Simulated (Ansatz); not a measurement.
This input was run:

```
crystal:
  lattice:
    - [4.028625632, 0.0, 0.0]
    - [-2.014312816, 3.4888921397, 0.0]
    - [0.0, 0.0, 6.278833294]
  atoms:
    - { symbol: Mg, position: [0.3333333333, 0.6666666667, -0.0062844843] }
    - { symbol: Mg, position: [0.6666666667, 0.3333333333, 0.4937155157] }
    - { symbol: S, position: [0.3333333333, 0.6666666667, 0.3812844843] }
    - { symbol: S, position: [0.6666666667, 0.3333333333, 0.8812844843] }
kpoints:
  mp_grid: { grid: [6, 6, 4] }
  band_path:
    path:
      - [0.0, 0.0, 0.0]
      - [0.5, 0.0, 0.0]
      - [0.3333333333, 0.3333333333, 0.0]
      - [0.0, 0.0, 0.5]
      - [0.5, 0.0, 0.5]
      - [0.3333333333, 0.3333333333, 0.5]
    npoints: 1
hamiltonian:
  xc: hse06
scf:
  occupations: { method: fixed }
  n_extra_bands: 5
output:
  forces: true
  stress: true
  eigenvalues: true
```

Command:
```bash
ansatz run input.yaml --threads 4 --pin off --max-ram 3686MiB --backend cpu --events-out ev --progress --plain --runs-dir out
```

What will the density of states look like?

There is a gap; over the k points computed it is 4.56 eV (direct among those points). The upper group of valence states starts about 3.7 eV under the valence-band top (which lies at −2.3 eV on this axis), with a gap beneath it; it holds about 12 electrons a cell. Within the window shown, the tallest peak of the filled states lies 0.8 eV under the valence-band top, at about 5.9 states per eV and cell.

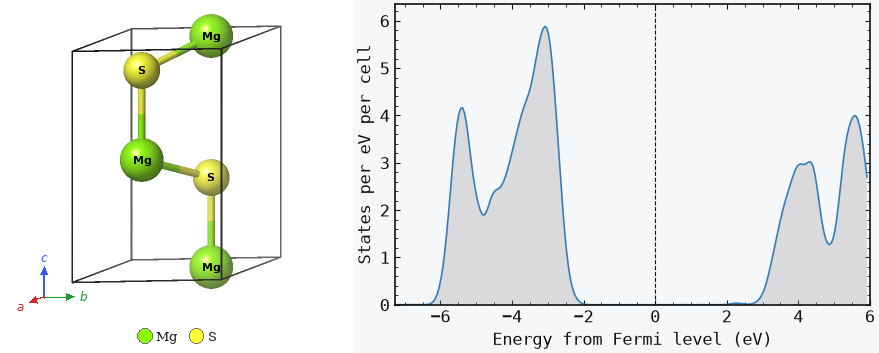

Density of states, beside the structure. Energies are counted from the Fermi level, put mid-gap where there is a gap. The curve is built from the levels of the k mesh with Gaussians 0.4 eV wide, which also blur the band edges.
